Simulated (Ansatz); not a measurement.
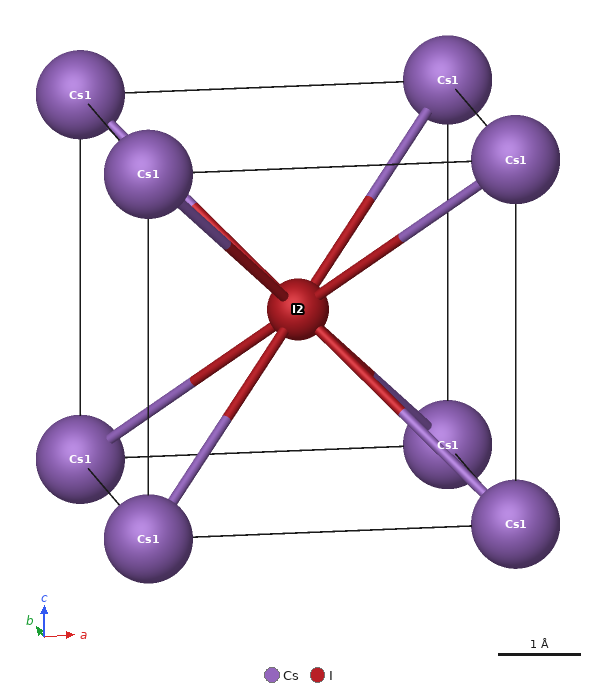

Reference structure: crystalline CsI (set up in Pm-3m). A ball-and-stick model of the cell of the calculation, seen slightly off an axis.

All numbers below come from DFT r2SCAN, scalar-relativistic, plane waves, PAW (Ansatz). Set-up: plane-wave cutoff 500 eV; k-point mesh 6 × 6 × 6; occupations gaussian; smearing width 0.02 eV; no spin polarisation.

Now this is done to it. All lengths are scaled by −1.0 % (volume −3.0 %), the atoms keeping their fractional coordinates. No relaxation follows.

**What does the calculation give for the changed structure?**

Near-neighbour distances before and after: Cs–I 3.992 → 3.951 Å. The space group stays Pm-3m (No. 221). The energy rises by 1.9 meV per atom. The pressure goes from 0.0 to 0.4 GPa. All forces vanish by symmetry. The gap on the k-mesh: 4.51 eV before, 4.62 eV after.
